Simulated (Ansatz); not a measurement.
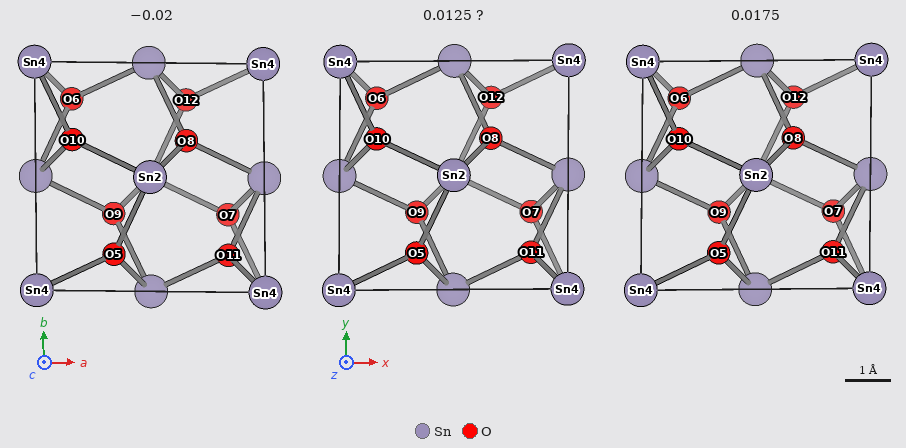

Energy scan for crystalline SnO2 (Pa-3), in which the cell is strained in shear in the xy plane, with the atoms kept at their fractional coordinates. x, y and z are the Cartesian axes of the input. The picture is a ball-and-stick view of the cell of the calculation, seen along the c axis.

Level of theory: DFT PBE, scalar-relativistic, plane waves, PAW in Ansatz. Set-up: plane-wave cutoff 420 eV; k-point mesh 8 × 8 × 8; occupations gaussian; smearing width 0.05 eV; no spin polarisation. Energies (free energies at the smearing named) are counted from the relaxed crystal.

```tsv
engineering shear strain	ΔE (meV/atom)
−0.0200	1.56
−0.0100	0.39
0.0000	0.00
0.0025	0.02
0.0050	0.10
0.0075	0.22
0.0125	?
0.0150	0.88
0.0175	1.19
```

### Fill in the missing row.

A straight line between the two neighbours gives 0.66 meV/atom. A cubic through the four nearest rows (0.0050, 0.0075, 0.0150, 0.0175) gives, with Lagrange weights, (−0.2000)(0.10) + (0.5000)(0.22) + (1.0000)(0.88) + (−0.3000)(1.19) = 0.61 meV/atom. The calculation gives 0.61 meV/atom, so the cubic is right to the digits shown and the straight line 0.05 meV/atom too high, as the curve bends upwards here.

The whole profile:

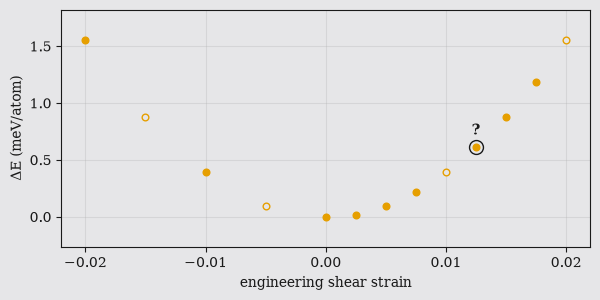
